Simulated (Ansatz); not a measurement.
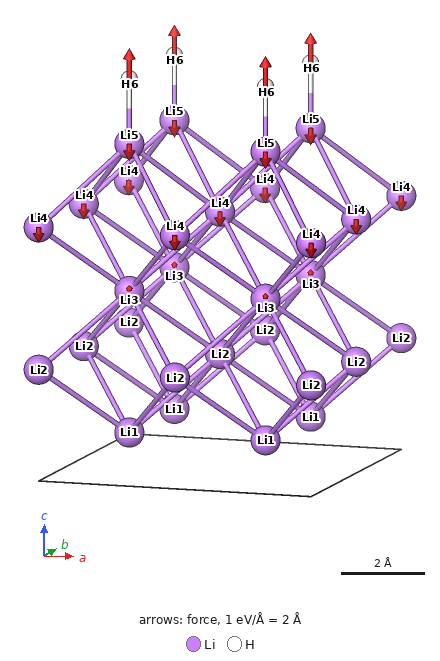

Starting geometry of a slab of composition Li5H (cut from the Im-3m phase) with the computed forces as red arrows. Style: ball-and-stick. Shown: the 2 × 2 repeat of the cell, outlined in the plane, without the vacuum, slightly off an axis.

Case: H put at a top Li site. The slab is the (1 0 0) face of Li with H on it. 2 atoms are held fixed.

The calculation used DFT r2SCAN, scalar-relativistic, plane waves, PAW (Ansatz 0.2.0). (plane-wave cutoff 500 eV; k-point mesh 8 × 8 × 1; occupations gaussian; smearing width 0.1 eV; no spin polarisation; dipole correction; atoms relaxed in a fixed cell; force threshold 0.03 eV/Å; at most 70 steps)

Q: Is this structure relaxed? If not, where do the atoms go?

A: It isn't relaxed: the largest force vector, on H6, is 0.38 eV/Å. The final displacements follow the starting forces only in part (cosine between the two patterns 0.32). Over 4 geometry steps the energy falls by 50.6 meV per cell of the calculation. The largest force component goes from 0.38 to 0.0013 eV/Å. H6 moves most: 0.50 Å along the normal (+c). Largest moves by element: H 0.50 Å, Li 0.42 Å. The cell doesn't change. Some distances before and after: Li4–Li5 3.083 → 3.359 Å, Li5–H6 1.600 → 1.675 Å, Li3–Li4 3.022 → 3.006 Å, Li2–Li3 3.015 → 3.027 Å. The run took about 3 core-minutes on a shared host.

Limits of the set-up: the periodic images lie only 3.5 Å apart, so the values are limited by the cell's size.
